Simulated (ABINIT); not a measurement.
**Si: geometry relaxation (part 2 of 2)**

Continued. System: Si (1 atom in the cell). Method: Kohn-Sham DFT of a periodic cell, LDA, PseudoDojo NC SR LDA v0.4.1 standard, no spin polarisation (ABINIT 10.8.3); cutoff 435.38 eV, 9×9×8 k-mesh, fermi-dirac of 0.05 eV. The structure derives from a Materials Project entry.

Geometry of the input (Å; fractional positions):
```
2.6205  0.0000  0.0000
-1.3103  2.2695  0.0000
0.0000  0.0000  2.4664
Si 0.0000  0.0000  0.0000
```

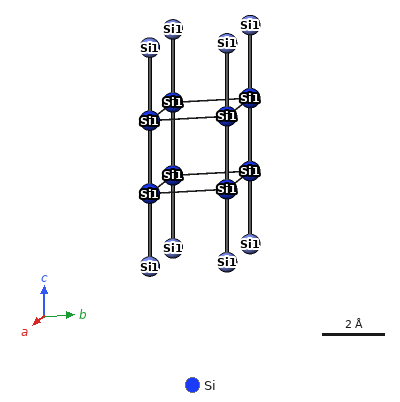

Figure 1. The geometry at step 3 of the log (ball-and-stick view of the cell of the calculation, seen slightly off an axis; neighbours outside the cell are drawn fainter; atoms are numbered from 1 in the order of the input).

Log, continued:
```
--- !ResultsGS
iteration_state: {dtset: 1, itime: 3, icycle: 1, }
comment   : Summary of ground state results
lattice_vectors:
- [  4.9110280,   0.0000000,   0.0000000, ]
- [ -2.4555140,   4.2530750,   0.0000000, ]
- [  0.0000000,   0.0000000,   4.6543007, ]
lattice_lengths: [   4.91103,    4.91103,    4.65430, ]
lattice_angles: [ 90.000,  90.000, 120.000, ] # degrees, (23, 13, 12)
lattice_volume:   9.7214241E+01
convergence: {deltae:  0.000E+00, res2:  1.066E-14, residm:  1.617E-06, diffor: null, }
etotal    :  -4.25349467E+00
entropy   :   0.00000000E+00
fermie    :   3.11658948E-01
cartesian_stress_tensor: # hartree/bohr^3
- [ -4.73359850E-06,   6.20929598E-14,   0.00000000E+00, ]
- [  6.20929598E-14,  -4.73359848E-06,   0.00000000E+00, ]
- [  0.00000000E+00,   0.00000000E+00,  -8.84233170E-06, ]
pressure_GPa:   1.7956E-01
xred      :
- [  0.0000E+00,   0.0000E+00,   0.0000E+00, Si]
cartesian_forces: # hartree/bohr
- [ -0.00000000E+00,  -0.00000000E+00,  -0.00000000E+00, ]
force_length_stats: {min:   0.00000000E+00, max:   0.00000000E+00, mean:   0.00000000E+00, }
...

 Integrated electronic density in atomic spheres:
 ------------------------------------------------
 Atom  Sphere_radius  Integrated_density
    1        2.00000          1.76437179

---OUTPUT-----------------------------------------------------------------------

 Cartesian coordinates (xcart) [bohr]
  0.00000000000000E+00  0.00000000000000E+00  0.00000000000000E+00
 Reduced coordinates (xred)
  0.00000000000000E+00  0.00000000000000E+00  0.00000000000000E+00
 Cartesian forces (fcart) [Ha/bohr]; max,rms= 0.00000E+00 0.00000E+00 (free atoms)
 -0.00000000000000E+00 -0.00000000000000E+00 -0.00000000000000E+00
 Gradient of E wrt nuclear positions in reduced coordinates (gred)
  0.00000000000000E+00  0.00000000000000E+00  0.00000000000000E+00
 Scale of Primitive Cell (acell) [bohr]
  4.91102801122511E+00  4.91102801125868E+00  4.65430068724538E+00
 Real space primitive translations (rprimd) [bohr]
  4.91102801122511E+00  0.00000000000000E+00  0.00000000000000E+00
 -2.45551400570626E+00  4.25307501640258E+00  0.00000000000000E+00
  0.00000000000000E+00  0.00000000000000E+00  4.65430068724538E+00
 Unitary Cell Volume (ucvol) [Bohr^3]=  9.72142413359792E+01
 Angles (23,13,12)= [degrees]
  9.00000000000000E+01  9.00000000000000E+01  1.20000000001036E+02
 Lengths [Bohr]
  4.91102801122511E+00  4.91102801125868E+00  4.65430068724538E+00
 Stress tensor in cartesian coordinates (strten) [Ha/bohr^3]
 -4.73359849608628E-06  6.20929597939413E-14  0.00000000000000E+00
  6.20929597939413E-14 -4.73359847576269E-06  0.00000000000000E+00
  0.00000000000000E+00  0.00000000000000E+00 -8.84233169891812E-06
 Total energy (etotal) [Ha]= -4.25349466915282E+00

 Difference of energy with previous step (new-old):
           Absolute (Ha)=-3.20678E-05
           Relative     =-7.53919E-06

--- Iteration: ( 4/50) Internal Cycle: (1/1)
--------------------------------------------------------------------------------

---SELF-CONSISTENT-FIELD CONVERGENCE--------------------------------------------

--- !BeginCycle
iteration_state: {dtset: 1, itime: 4, icycle: 1, }
solver: {iscf: 7, nstep: 80, nline: 4, wfoptalg: 0, }
tolerances: {tolvrs: 1.00E-12, }
...

     iter   Etot(hartree)      deltaE(h)  residm     vres2
 ETOT  1  -4.2534950284392    -4.253E+00 3.548E-06 1.474E-05
 ETOT  2  -4.2534950328801    -4.441E-09 8.360E-07 1.837E-07
 ETOT  3  -4.2534950329186    -3.853E-11 7.817E-07 1.589E-09
 ETOT  4  -4.2534950329191    -4.539E-13 5.902E-07 5.157E-12
 ETOT  5  -4.2534950329191     1.776E-15 6.826E-07 4.189E-14

 At SCF step    5       vres2   =  4.19E-14 < tolvrs=  1.00E-12 =>converged.

 Cartesian components of stress tensor (hartree/bohr^3)
  sigma(1 1)=  5.06851170E-07  sigma(3 2)=  0.00000000E+00
  sigma(2 2)=  5.06851191E-07  sigma(3 1)=  0.00000000E+00
  sigma(3 3)= -5.38184149E-06  sigma(2 1)=  6.20685717E-14

--- !ResultsGS
iteration_state: {dtset: 1, itime: 4, icycle: 1, }
comment   : Summary of ground state results
lattice_vectors:
- [  4.9131211,   0.0000000,   0.0000000, ]
- [ -2.4565605,   4.2548877,   0.0000000, ]
- [  0.0000000,   0.0000000,   4.6555715, ]
lattice_lengths: [   4.91312,    4.91312,    4.65557, ]
lattice_angles: [ 90.000,  90.000, 120.000, ] # degrees, (23, 13, 12)
lattice_volume:   9.7323689E+01
convergence: {deltae:  1.776E-15, res2:  4.189E-14, residm:  6.826E-07, diffor: null, }
etotal    :  -4.25349503E+00
entropy   :   0.00000000E+00
fermie    :   3.11170067E-01
cartesian_stress_tensor: # hartree/bohr^3
- [  5.06851170E-07,   6.20685717E-14,   0.00000000E+00, ]
- [  6.20685717E-14,   5.06851191E-07,   0.00000000E+00, ]
- [  0.00000000E+00,   0.00000000E+00,  -5.38184149E-06, ]
pressure_GPa:   4.2838E-02
xred      :
- [  0.0000E+00,   0.0000E+00,   0.0000E+00, Si]
cartesian_forces: # hartree/bohr
- [ -0.00000000E+00,  -0.00000000E+00,  -0.00000000E+00, ]
force_length_stats: {min:   0.00000000E+00, max:   0.00000000E+00, mean:   0.00000000E+00, }
...

 Integrated electronic density in atomic spheres:
 ------------------------------------------------
 Atom  Sphere_radius  Integrated_density
    1        2.00000          1.76530766

---OUTPUT-----------------------------------------------------------------------

 Cartesian coordinates (xcart) [bohr]
  0.00000000000000E+00  0.00000000000000E+00  0.00000000000000E+00
 Reduced coordinates (xred)
  0.00000000000000E+00  0.00000000000000E+00  0.00000000000000E+00
 Cartesian forces (fcart) [Ha/bohr]; max,rms= 0.00000E+00 0.00000E+00 (free atoms)
 -0.00000000000000E+00 -0.00000000000000E+00 -0.00000000000000E+00
 Gradient of E wrt nuclear positions in reduced coordinates (gred)
  0.00000000000000E+00  0.00000000000000E+00  0.00000000000000E+00
 Scale of Primitive Cell (acell) [bohr]
  4.91312106069609E+00  4.91312106072968E+00  4.65557150125656E+00
 Real space primitive translations (rprimd) [bohr]
  4.91312106069609E+00  0.00000000000000E+00  0.00000000000000E+00
 -2.45656053044179E+00  4.25488765041582E+00  0.00000000000000E+00
  0.00000000000000E+00  0.00000000000000E+00  4.65557150125656E+00
 Unitary Cell Volume (ucvol) [Bohr^3]=  9.73236892842127E+01
 Angles (23,13,12)= [degrees]
  9.00000000000000E+01  9.00000000000000E+01  1.20000000001036E+02
 Lengths [Bohr]
  4.91312106069609E+00  4.91312106072968E+00  4.65557150125656E+00
 Stress tensor in cartesian coordinates (strten) [Ha/bohr^3]
  5.06851170472590E-07  6.20685717056947E-14  0.00000000000000E+00
  6.20685717056947E-14  5.06851190788370E-07  0.00000000000000E+00
  0.00000000000000E+00  0.00000000000000E+00 -5.38184149238320E-06
 Total energy (etotal) [Ha]= -4.25349503291907E+00

 Difference of energy with previous step (new-old):
           Absolute (Ha)=-3.63766E-07
           Relative     =-8.55217E-08

--- Iteration: ( 5/50) Internal Cycle: (1/1)
--------------------------------------------------------------------------------

---SELF-CONSISTENT-FIELD CONVERGENCE--------------------------------------------

--- !BeginCycle
iteration_state: {dtset: 1, itime: 5, icycle: 1, }
solver: {iscf: 7, nstep: 80, nline: 4, wfoptalg: 0, }
tolerances: {tolvrs: 1.00E-12, }
...

     iter   Etot(hartree)      deltaE(h)  residm     vres2
 ETOT  1  -4.2534951077818    -4.253E+00 1.344E-06 1.786E-05
 ETOT  2  -4.2534951167029    -8.921E-09 5.106E-07 1.743E-08
 ETOT  3  -4.2534951167094    -6.499E-12 7.016E-07 2.759E-10
 ETOT  4  -4.2534951167094    -5.507E-14 4.566E-07 3.329E-13

 At SCF step    4       vres2   =  3.33E-13 < tolvrs=  1.00E-12 =>converged.

 Cartesian components of stress tensor (hartree/bohr^3)
  sigma(1 1)=  8.08639413E-07  sigma(3 2)=  0.00000000E+00
  sigma(2 2)=  8.08639433E-07  sigma(3 1)=  0.00000000E+00
  sigma(3 3)= -2.51683075E-06  sigma(2 1)=  6.20425446E-14

--- !ResultsGS
iteration_state: {dtset: 1, itime: 5, icycle: 1, }
comment   : Summary of ground state results
lattice_vectors:
- [  4.9132437,   0.0000000,   0.0000000, ]
- [ -2.4566218,   4.2549938,   0.0000000, ]
- [  0.0000000,   0.0000000,   4.6566247, ]
lattice_lengths: [   4.91324,    4.91324,    4.65662, ]
lattice_angles: [ 90.000,  90.000, 120.000, ] # degrees, (23, 13, 12)
lattice_volume:   9.7350565E+01
convergence: {deltae: -5.507E-14, res2:  3.329E-13, residm:  4.566E-07, diffor: null, }
etotal    :  -4.25349512E+00
entropy   :   0.00000000E+00
fermie    :   3.11016233E-01
cartesian_stress_tensor: # hartree/bohr^3
- [  8.08639413E-07,   6.20425446E-14,   0.00000000E+00, ]
- [  6.20425446E-14,   8.08639433E-07,   0.00000000E+00, ]
- [  0.00000000E+00,   0.00000000E+00,  -2.51683075E-06, ]
pressure_GPa:   8.8219E-03
xred      :
- [  0.0000E+00,   0.0000E+00,   0.0000E+00, Si]
cartesian_forces: # hartree/bohr
- [ -0.00000000E+00,  -0.00000000E+00,  -0.00000000E+00, ]
force_length_stats: {min:   0.00000000E+00, max:   0.00000000E+00, mean:   0.00000000E+00, }
...

 Integrated electronic density in atomic spheres:
 ------------------------------------------------
 Atom  Sphere_radius  Integrated_density
    1        2.00000          1.76553709

---OUTPUT-----------------------------------------------------------------------

 Cartesian coordinates (xcart) [bohr]
  0.00000000000000E+00  0.00000000000000E+00  0.00000000000000E+00
 Reduced coordinates (xred)
  0.00000000000000E+00  0.00000000000000E+00  0.00000000000000E+00
 Cartesian forces (fcart) [Ha/bohr]; max,rms= 0.00000E+00 0.00000E+00 (free atoms)
 -0.00000000000000E+00 -0.00000000000000E+00 -0.00000000000000E+00
 Gradient of E wrt nuclear positions in reduced coordinates (gred)
  0.00000000000000E+00  0.00000000000000E+00  0.00000000000000E+00
 Scale of Primitive Cell (acell) [bohr]
  4.91324367667506E+00  4.91324367670865E+00  4.65662471042222E+00
 Real space primitive translations (rprimd) [bohr]
  4.91324367667506E+00  0.00000000000000E+00  0.00000000000000E+00
 -2.45662183843128E+00  4.25499383896852E+00  0.00000000000000E+00
  0.00000000000000E+00  0.00000000000000E+00  4.65662471042222E+00
 Unitary Cell Volume (ucvol) [Bohr^3]=  9.73505653313197E+01
 Angles (23,13,12)= [degrees]
  9.00000000000000E+01  9.00000000000000E+01  1.20000000001036E+02
 Lengths [Bohr]
  4.91324367667506E+00  4.91324367670865E+00  4.65662471042222E+00
 Stress tensor in cartesian coordinates (strten) [Ha/bohr^3]
  8.08639412754227E-07  6.20425445711003E-14  0.00000000000000E+00
  6.20425445711003E-14  8.08639433060032E-07  0.00000000000000E+00
  0.00000000000000E+00  0.00000000000000E+00 -2.51683074864537E-06
 Total energy (etotal) [Ha]= -4.25349511670944E+00

 Difference of energy with previous step (new-old):
           Absolute (Ha)=-8.37904E-08
           Relative     =-1.96992E-08

--- Iteration: ( 6/50) Internal Cycle: (1/1)
--------------------------------------------------------------------------------

---SELF-CONSISTENT-FIELD CONVERGENCE--------------------------------------------

--- !BeginCycle
iteration_state: {dtset: 1, itime: 6, icycle: 1, }
solver: {iscf: 7, nstep: 80, nline: 4, wfoptalg: 0, }
tolerances: {tolvrs: 1.00E-12, }
...

     iter   Etot(hartree)      deltaE(h)  residm     vres2
 ETOT  1  -4.2534951328509    -4.253E+00 2.987E-06 2.588E-05
 ETOT  2  -4.2534951456510    -1.280E-08 4.733E-05 1.774E-08
 ETOT  3  -4.2534951456587    -7.693E-12 2.486E-05 4.455E-10
 ETOT  4  -4.2534951456588    -1.368E-13 2.432E-06 5.968E-13

 At SCF step    4       vres2   =  5.97E-13 < tolvrs=  1.00E-12 =>converged.

 Cartesian components of stress tensor (hartree/bohr^3)
  sigma(1 1)=  1.54911483E-07  sigma(3 2)=  0.00000000E+00
  sigma(2 2)=  1.54911503E-07  sigma(3 1)=  0.00000000E+00
  sigma(3 3)= -7.86661365E-09  sigma(2 1)=  6.20156383E-14

--- !ResultsGS
iteration_state: {dtset: 1, itime: 6, icycle: 1, }
comment   : Summary of ground state results
lattice_vectors:
- [  4.9129900,   0.0000000,   0.0000000, ]
- [ -2.4564950,   4.2547741,   0.0000000, ]
- [  0.0000000,   0.0000000,   4.6575356, ]
lattice_lengths: [   4.91299,    4.91299,    4.65754, ]
lattice_angles: [ 90.000,  90.000, 120.000, ] # degrees, (23, 13, 12)
lattice_volume:   9.7359552E+01
convergence: {deltae: -1.368E-13, res2:  5.968E-13, residm:  2.432E-06, diffor: null, }
etotal    :  -4.25349515E+00
entropy   :   0.00000000E+00
fermie    :   3.10938645E-01
cartesian_stress_tensor: # hartree/bohr^3
- [  1.54911483E-07,   6.20156383E-14,   0.00000000E+00, ]
- [  6.20156383E-14,   1.54911503E-07,   0.00000000E+00, ]
- [  0.00000000E+00,   0.00000000E+00,  -7.86661365E-09, ]
pressure_GPa:  -2.9613E-03
xred      :
- [  0.0000E+00,   0.0000E+00,   0.0000E+00, Si]
cartesian_forces: # hartree/bohr
- [ -0.00000000E+00,  -0.00000000E+00,  -0.00000000E+00, ]
force_length_stats: {min:   0.00000000E+00, max:   0.00000000E+00, mean:   0.00000000E+00, }
...

 Integrated electronic density in atomic spheres:
 ------------------------------------------------
 Atom  Sphere_radius  Integrated_density
    1        2.00000          1.76561345

---OUTPUT-----------------------------------------------------------------------

 Cartesian coordinates (xcart) [bohr]
  0.00000000000000E+00  0.00000000000000E+00  0.00000000000000E+00
 Reduced coordinates (xred)
  0.00000000000000E+00  0.00000000000000E+00  0.00000000000000E+00
 Cartesian forces (fcart) [Ha/bohr]; max,rms= 0.00000E+00 0.00000E+00 (free atoms)
 -0.00000000000000E+00 -0.00000000000000E+00 -0.00000000000000E+00
 Gradient of E wrt nuclear positions in reduced coordinates (gred)
  0.00000000000000E+00  0.00000000000000E+00  0.00000000000000E+00
 Scale of Primitive Cell (acell) [bohr]
  4.91298996280311E+00  4.91298996283670E+00  4.65753558258872E+00
 Real space primitive translations (rprimd) [bohr]
  4.91298996280311E+00  0.00000000000000E+00  0.00000000000000E+00
 -2.45649498149530E+00  4.25477411631012E+00  0.00000000000000E+00
  0.00000000000000E+00  0.00000000000000E+00  4.65753558258872E+00
 Unitary Cell Volume (ucvol) [Bohr^3]=  9.73595520279135E+01
 Angles (23,13,12)= [degrees]
  9.00000000000000E+01  9.00000000000000E+01  1.20000000001036E+02
 Lengths [Bohr]
  4.91298996280311E+00  4.91298996283670E+00  4.65753558258872E+00
 Stress tensor in cartesian coordinates (strten) [Ha/bohr^3]
  1.54911482879230E-07  6.20156383201183E-14  0.00000000000000E+00
  6.20156383201183E-14  1.54911503177230E-07  0.00000000000000E+00
  0.00000000000000E+00  0.00000000000000E+00 -7.86661365258581E-09
 Total energy (etotal) [Ha]= -4.25349514565882E+00

 Difference of energy with previous step (new-old):
           Absolute (Ha)=-2.89494E-08
           Relative     =-6.80602E-09

 At Broyd/MD step   6, gradients are converged :
  max grad (force/stress) = 1.5491E-05 < tolmxf= 2.0000E-05 ha/bohr (free atoms)

================================================================================

 ----iterations are completed or convergence reached----

 Mean square residual over all n,k,spin=   68.154E-10; max=  24.323E-07
 reduced coordinates (array xred) for    1 atoms
       0.000000000000      0.000000000000      0.000000000000
 rms dE/dt=  0.0000E+00; max dE/dt=  0.0000E+00; dE/dt below (all hartree)
    1       0.000000000000      0.000000000000      0.000000000000

 cartesian coordinates (angstrom) at end:
    1      0.00000000000000     0.00000000000000     0.00000000000000

 cartesian forces (hartree/bohr) at end:
    1     -0.00000000000000    -0.00000000000000    -0.00000000000000
 frms,max,avg= 0.0000000E+00 0.0000000E+00   0.000E+00  0.000E+00  0.000E+00 h/b

 cartesian forces (eV/Angstrom) at end:
    1     -0.00000000000000    -0.00000000000000    -0.00000000000000
 frms,max,avg= 0.0000000E+00 0.0000000E+00   0.000E+00  0.000E+00  0.000E+00 e/A
 length scales=  4.912989962803  4.912989962837  4.657535582589 bohr
              =  2.599842323947  2.599842323965  2.464661687604 angstroms
 Fermi (or HOMO) energy (hartree) =   0.31094   Average Vxc (hartree)=  -0.40436
 Eigenvalues (hartree) for nkpt=  60  k points:
 kpt#   1, nband=  6, wtk=  0.00154, kpt=  0.0000  0.0000  0.0000 (reduced coord)
  -0.21518    0.58326    0.59566    0.69517    0.69517    0.76406
      occupation numbers for kpt#   1
   2.00000    0.00000    0.00000    0.00000    0.00000    0.00000
 prteigrs : prtvol=0 or 1, do not print more k-points.

--- !EnergyTerms
iteration_state     : {dtset: 1, itime: 6, icycle: 1, }
comment             : Components of total free energy in Hartree
kinetic             :  1.60165059322722E+00
hartree             :  3.83836405874127E-02
xc                  : -1.58516778581265E+00
Ewald energy        : -4.97402624313166E+00
psp_core            :  2.74037398095079E-01
local_psp           : -2.50380069743026E-01
non_local_psp       :  6.42122665618768E-01
internal            : -4.25337980115885E+00
'-kT*entropy'       : -1.15344499969187E-04
total_energy        : -4.25349514565882E+00
total_energy_eV     : -1.15743499303927E+02
band_energy         :  4.04628219638430E-01
...

 Cartesian components of stress tensor (hartree/bohr^3)
  sigma(1 1)=  1.54911483E-07  sigma(3 2)=  0.00000000E+00
  sigma(2 2)=  1.54911503E-07  sigma(3 1)=  0.00000000E+00
  sigma(3 3)= -7.86661365E-09  sigma(2 1)=  6.20156383E-14

-Cartesian components of stress tensor (GPa)         [Pressure= -2.9613E-03 GPa]
- sigma(1 1)=  4.55765318E-03  sigma(3 2)=  0.00000000E+00
- sigma(2 2)=  4.55765378E-03  sigma(3 1)=  0.00000000E+00
- sigma(3 3)= -2.31443764E-04  sigma(2 1)=  1.82456307E-09

== END DATASET(S) ==============================================================
================================================================================

 -outvars: echo values of variables after computation  --------
            acell      4.9129899628E+00  4.9129899628E+00  4.6575355826E+00 Bohr
           etotal     -4.2534951457E+00
            fcart     -0.0000000000E+00 -0.0000000000E+00 -0.0000000000E+00
            rprim      1.0000000000E+00  0.0000000000E+00  0.0000000000E+00
                      -5.0000000002E-01  8.6602540378E-01  0.0000000000E+00
                       0.0000000000E+00  0.0000000000E+00  1.0000000000E+00
           strten      1.5491148288E-07  1.5491150318E-07 -7.8666136526E-09
                       0.0000000000E+00  0.0000000000E+00  6.2015638320E-14
 Calculation completed.
```

Trajectory as extended XYZ (Å, eV, eV/Å), 6 frames, from step=0 to step=5:
```
1
Lattice="2.6205 0.0000 0.0000 -1.3103 2.2695 0.0000 0.0000 0.0000 2.4664" Properties=species:S:1:pos:R:3:forces:R:3 step=0 energy=-115.74155
Si    0.0000    0.0000    0.0000    0.0000   0.0000   0.0000
1
Lattice="2.6137 0.0000 0.0000 -1.3069 2.2635 0.0000 0.0000 0.0000 2.4647" Properties=species:S:1:pos:R:3:forces:R:3 step=1 energy=-115.74261
Si    0.0000    0.0000    0.0000    0.0000   0.0000   0.0000
1
Lattice="2.5988 0.0000 0.0000 -1.2994 2.2506 0.0000 0.0000 0.0000 2.4630" Properties=species:S:1:pos:R:3:forces:R:3 step=2 energy=-115.74349
Si    0.0000    0.0000    0.0000    0.0000   0.0000   0.0000
1
Lattice="2.5999 0.0000 0.0000 -1.3000 2.2516 0.0000 0.0000 0.0000 2.4636" Properties=species:S:1:pos:R:3:forces:R:3 step=3 energy=-115.74350
Si    0.0000    0.0000    0.0000    0.0000   0.0000   0.0000
1
Lattice="2.6000 0.0000 0.0000 -1.3000 2.2516 0.0000 0.0000 0.0000 2.4642" Properties=species:S:1:pos:R:3:forces:R:3 step=4 energy=-115.74350
Si    0.0000    0.0000    0.0000    0.0000   0.0000   0.0000
1
Lattice="2.5998 0.0000 0.0000 -1.2999 2.2515 0.0000 0.0000 0.0000 2.4647" Properties=species:S:1:pos:R:3:forces:R:3 step=5 energy=-115.74350
Si    0.0000    0.0000    0.0000    0.0000   0.0000   0.0000
```
